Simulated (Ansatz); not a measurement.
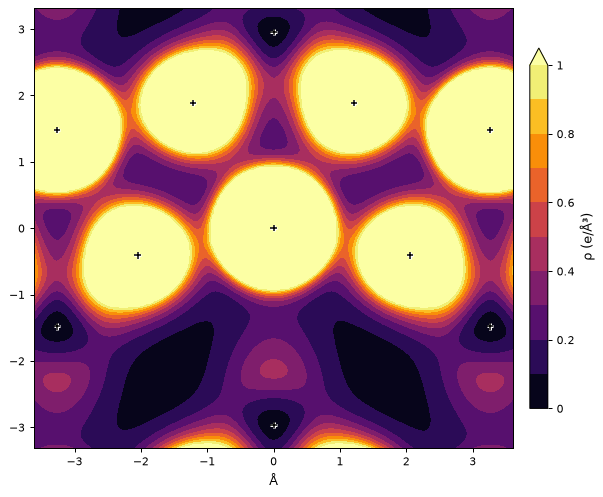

The valence electron density on a plane through atoms (crosses mark nuclei in the plane).

Method: Ansatz 0.2.0, DFT, PBE, plane-wave PAW, default files, scalar-relativistic.

Candidates:
A. HfSiO$_{4}$, a = 6.53 Å, b = 6.53 Å, c = 5.92 Å, α = 90.00°, β = 90.00°, γ = 90.00°. Space group I4₁/amd; computed pressure about 12 GPa in this cell.
B. WS$_{2}$, a = 3.22 Å, b = 3.22 Å, c = 12.56 Å, α = 90.00°, β = 90.00°, γ = 120.00°. Space group P6₃/mmc; the program warned that a starting moment wasn't kept; spin-polarised, but the moments vanished.

### Which system is this?

Candidate A: HfSiO$_{4}$ on the (010) plane of the conventional cell, which holds Hf, Si and O. Si–O (1.62 Å): ρ is about 1.3 e/Å³ halfway. Hf–O (2.09 Å): the density is about 0.73 e/Å³ at the midpoint.
